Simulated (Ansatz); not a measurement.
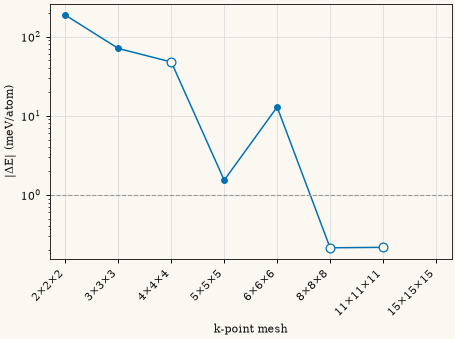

Convergence test: the k-point mesh is varied and all else is held.
The run: Ca (Fm-3m, 1 atom in the cell), by DFT, LDA (PW92), plane waves (420 eV) with PAW, scalar-relativistic (Ansatz); Fermi–Dirac smearing of 0.1 eV.
ΔE is the free energy less its value at the densest setting, 15×15×15.
Dashed lines or grey bands mark the tolerance: 1 meV/atom.
On logarithmic panels, open markers lie below the reference value and filled ones above.

**From which setting is the free energy converged to 1 meV/atom?**

The free energy is within 1 meV/atom of the densest setting's value from 8×8×8 on. It is off by 190 meV/atom at 2×2×2, 48 meV/atom at 4×4×4 and 13 meV/atom at 6×6×6 (on both sides of it).
